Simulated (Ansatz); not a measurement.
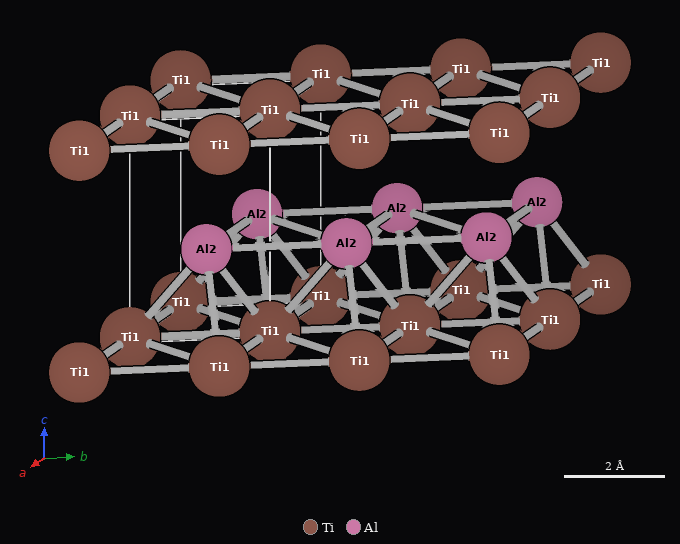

The input geometry of run A (ball-and-stick view of the cell of the calculation, repeated 2 × 3 × 1, seen slightly off an axis; atoms are numbered from 1 in the order of the input). An atom can appear more than once, as a periodic image.

**Two runs on TiAl**

System: TiAl (2 atoms in the cell).
Method of run A: DFT PBEsol, scalar-relativistic, plane waves, PAW, no spin polarisation (Ansatz 0.2.0).

The structure derives from a Materials Project entry. Text and figures count atoms from 1; the logs count them from 0 in places.

**Input, run A**
```yaml
crystal:
  lattice:
    - [2.8478212847, 0.0, 0.0]
    - [-1.4239106423, 2.466285578, 0.0]
    - [0.0, 0.0, 4.6199447394]
  atoms:
    - { symbol: Ti, position: [0.0, 0.0, 0.024401904] }
    - { symbol: Al, position: [0.3333333333, 0.6666666667, 0.4567094389] }
basis:
  ecutwfc: 420
kpoints:
  mp_grid: { grid: [24, 24, 14] }
hamiltonian:
  xc: pbesol
scf:
  occupations: { method: gaussian, width: 0.15 }
output:
  forces: true
  stress: true
  eigenvalues: true
```

Command:
```bash
ansatz run input.yaml --threads 2 --pin off --max-ram 5120MiB --backend cpu --events-out ev --progress --plain --runs-dir out
```

Hardware: 2 threads of Intel Xeon (Granite Rapids), 192 GiB of memory available, shared host.

**Output, shortened to warnings, some set-up lines, iterations and results (run A)**
```
Basis set: ecut = 420 eV, 627 PW (Γ), exchange–correlation on 40×40×64 points (8 copies of the dense FFT grid, shifted against one another)
Symmetry: 6 space group operations
k-points: 776 of 8064 (time reversal used)
Initial density: superposition of atomic densities (neutral atoms: chi_scale 0, normalization atom), corrected by the library's trained network
[...]
SCF iter   1: F=—  HF=-2998.591312 eV  |F-HF|=—  |Δ(HF+E_count)|=         —  Δρ=8.71e-3  dr2=3.45e-2  ethr=1.77e-3  ⟨swp⟩=5.0  Hψ=47139  notcnv=0
SCF iter   2: F=—  HF=-2998.587352 eV  |F-HF|=—  |Δ(HF+E_count)|=   3.96e-3  Δρ=5.36e-3  dr2=1.53e-2  ethr=2.30e-4  ⟨swp⟩=1.0  Hψ=15520  notcnv=0
SCF iter   3: F=—  HF=-2998.584743 eV  |F-HF|=—  |Δ(HF+E_count)|=   2.61e-3  Δρ=7.60e-4  dr2=4.03e-4  ethr=1.02e-4  ⟨swp⟩=2.0  Hψ=10542  notcnv=0
SCF iter   4: F=—  HF=-2998.584653 eV  |F-HF|=—  |Δ(HF+E_count)|=   9.02e-5  Δρ=2.35e-4  dr2=1.25e-5  ethr=2.69e-6  ⟨swp⟩=2.3  Hψ=13060  notcnv=0
SCF iter   5: F=—  HF=-2998.584662 eV  |F-HF|=—  |Δ(HF+E_count)|=   8.75e-6  Δρ=4.59e-5  dr2=7.12e-7  ethr=8.36e-8  ⟨swp⟩=2.8  Hψ=14519  notcnv=0
SCF iter   6: F=—  HF=-2998.584662 eV  |F-HF|=—  |Δ(HF+E_count)|=   3.76e-8  Δρ=1.88e-5  dr2=3.93e-7  ethr=6.67e-10  ⟨swp⟩=5.6  Hψ=42838  notcnv=0
SCF iter   7: F=-2998.584662 eV  HF=-2998.584662 eV  |F-HF|=3.69e-10  |Δ(HF+E_count)|=   1.01e-7  Δρ=4.09e-6  dr2=3.19e-9  ethr=6.67e-10  ⟨swp⟩=2.6  Hψ=30336  notcnv=0
SCF 1 converged in 7 iterations: F = -2998.584662 eV  dr2 = 3.19e-9
SCF converged after 7 iterations
Free energy (F): -2998.584662 eV
Harris-Foulkes:  -2998.584662 eV  (|F-HF|=3.69e-10)
Internal energy: -2998.553881 eV  (E = F + TS)
E sigma→0 (E₀):  -2998.569271 eV
Entropy (-TS):   -0.030780 eV (-15.390 meV/atom)
Fermi energy:    10.665151 eV
--- Per-component energies (eV) ---
  E_band       = -164.925525
  E_kinetic    = 297.725137
  E_local      = -1160.457121  (includes V_loc(G=0)·N_el)
  E_nonlocal   = 20.520254
  E_hartree    = 501.961931
  E_xc         = -136.982559
  E_vxc        = -151.788243  (∫ρ·V_xc dr)
  E_paw        = -1477.816296  (= ΣΔE_a)
  E_vpaw       = -174.849377  (= ΣTr[D̂ρ^β])
  E_aug_tail   = 0.000112  (compensation charges beyond the density's cutoff)
  E_ewald      = -1043.663861
  E_core_change = 0.158523  (= ΣΔE_core)
  E_smearing   = -0.030780  (= −TS)
  E_closure    = 0.000000  (closes the sum)
  Σ components = -2998.584662   (vs F -2998.584662, Δ=0.00e0)
--- Forces (eV/Å), atoms counted from 1 ---
  atom   1  Ti    -0.00000000     0.00000000    -2.51095625
  atom   2  Al     0.00000000     0.00000000     2.51098425
  max |Σ_I F_I| component: 2.80e-5 eV/Å
--- Stress (GPa, compression-positive) ---
        3.444750      -0.000000      -0.000000
       -0.000000       3.444750       0.000000
       -0.000000       0.000000       8.355084
  P = ⅓ Tr σ = 5.0815 GPa (50.815 kbar)
```

For run B the input was changed thus:
```diff
-    - { symbol: Ti, position: [0.0, 0.0, 0.024401904] }
-    - { symbol: Al, position: [0.3333333333, 0.6666666667, 0.4567094389] }
+    - { symbol: Ti, position: [0.0, 0.0, -0.006100476] }
+    - { symbol: Al, position: [0.3333333333, 0.6666666667, 0.5108226403] }
```

How does run B compare with run A?

With the same functional and potentials, run B lies 177.5 meV per atom lower. The pressure goes from 5.08 to 0.33 GPa. The largest force goes from 2.511 to 0.583 eV/Å. The number of SCF iterations is the same.

**Output, shortened to warnings, some set-up lines, iterations and results (run B)**
```
Basis set: ecut = 420 eV, 627 PW (Γ), exchange–correlation on 40×40×64 points (8 copies of the dense FFT grid, shifted against one another)
Symmetry: 6 space group operations
k-points: 776 of 8064 (time reversal used)
Initial density: superposition of atomic densities (neutral atoms: chi_scale 0, normalization atom), corrected by the library's trained network
[...]
SCF iter   1: F=—  HF=-2998.947666 eV  |F-HF|=—  |Δ(HF+E_count)|=         —  Δρ=9.34e-3  dr2=3.95e-2  ethr=1.77e-3  ⟨swp⟩=5.0  Hψ=46759  notcnv=0
SCF iter   2: F=—  HF=-2998.942914 eV  |F-HF|=—  |Δ(HF+E_count)|=   4.75e-3  Δρ=5.73e-3  dr2=1.82e-2  ethr=2.64e-4  ⟨swp⟩=1.0  Hψ=15520  notcnv=0
SCF iter   3: F=—  HF=-2998.939875 eV  |F-HF|=—  |Δ(HF+E_count)|=   3.04e-3  Δρ=1.07e-3  dr2=8.43e-4  ethr=1.21e-4  ⟨swp⟩=2.0  Hψ=10471  notcnv=0
SCF iter   4: F=—  HF=-2998.939662 eV  |F-HF|=—  |Δ(HF+E_count)|=   2.13e-4  Δρ=2.71e-4  dr2=1.28e-5  ethr=5.62e-6  ⟨swp⟩=2.2  Hψ=12440  notcnv=0
SCF iter   5: F=—  HF=-2998.939672 eV  |F-HF|=—  |Δ(HF+E_count)|=   1.03e-5  Δρ=4.96e-5  dr2=1.98e-6  ethr=8.53e-8  ⟨swp⟩=2.2  Hψ=14124  notcnv=0
SCF iter   6: F=—  HF=-2998.939671 eV  |F-HF|=—  |Δ(HF+E_count)|=   3.84e-7  Δρ=1.99e-5  dr2=2.13e-7  ethr=1.32e-8  ⟨swp⟩=2.0  Hψ=11866  notcnv=0
SCF iter   7: F=-2998.939671 eV  HF=-2998.939671 eV  |F-HF|=2.21e-9  |Δ(HF+E_count)|=   2.87e-8  Δρ=5.30e-6  dr2=7.68e-9  ethr=6.67e-10  ⟨swp⟩=4.4  Hψ=27125  notcnv=0
SCF 1 converged in 7 iterations: F = -2998.939671 eV  dr2 = 7.68e-9
SCF converged after 7 iterations
Free energy (F): -2998.939671 eV
Harris-Foulkes:  -2998.939671 eV  (|F-HF|=2.21e-9)
Internal energy: -2998.910165 eV  (E = F + TS)
E sigma→0 (E₀):  -2998.924918 eV
Entropy (-TS):   -0.029506 eV (-14.753 meV/atom)
Fermi energy:    10.693410 eV
--- Per-component energies (eV) ---
  E_band       = -164.649842
  E_kinetic    = 296.361687
  E_local      = -1143.472231  (includes V_loc(G=0)·N_el)
  E_nonlocal   = 20.056886
  E_hartree    = 494.076134
  E_xc         = -136.648443
  E_vxc        = -151.363920  (∫ρ·V_xc dr)
  E_paw        = -1477.487754  (= ΣΔE_a)
  E_vpaw       = -174.382780  (= ΣTr[D̂ρ^β])
  E_aug_tail   = 0.000112  (compensation charges beyond the density's cutoff)
  E_ewald      = -1051.955081
  E_core_change = 0.158523  (= ΣΔE_core)
  E_smearing   = -0.029506  (= −TS)
  E_closure    = 0.000000  (closes the sum)
  Σ components = -2998.939671   (vs F -2998.939671, Δ=0.00e0)
--- Forces (eV/Å), atoms counted from 1 ---
  atom   1  Ti     0.00000000     0.00000000     0.58278024
  atom   2  Al    -0.00000000    -0.00000000    -0.58280871
  max |Σ_I F_I| component: 2.85e-5 eV/Å
--- Stress (GPa, compression-positive) ---
        0.298049      -0.000000      -0.000000
        0.000000       0.298049       0.000000
       -0.000000       0.000000       0.405754
  P = ⅓ Tr σ = 0.3340 GPa (3.340 kbar)
```

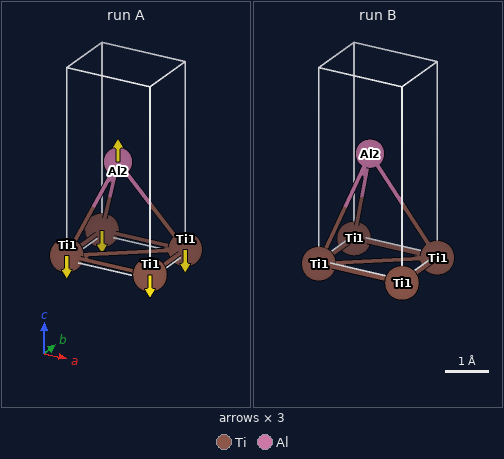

The two input geometries at one scale (ball-and-stick view of the cell of the calculation, seen slightly off an axis). The yellow arrows on the first give the shifts of the atoms relative to the cell, with their mean removed, magnified 3 times. The largest moves, 0.20 Å, are those of Ti1 and Al2. By element the largest moves are Ti 0.20 Å, Al 0.20 Å. (The mean shift of all atoms is removed.) The cell stays as it was. Among the contacts that change: Ti1–Al2 3.095 → 2.772 Å.

**The two runs side by side**

| quantity | run A | run B |
| --- | --- | --- |
| outcome | converged | converged |
| free energy per atom (eV) | −1499.2923 | −1499.4698 |
| energy per atom, smearing taken to zero (eV) | −1499.2846 | −1499.4625 |
| gap on the mesh (eV) | 0.00 | 0.00 |
| pressure (GPa) | 5.08 | 0.33 |
| largest force (eV/Å) | 2.511 | 0.583 |
| SCF iterations | 7 | 7 |
| irreducible k-points | 776 | 776 |
| plane waves at Γ | 627 | 627 |
| wall time (shared host) | 6.9 s | 5.9 s |
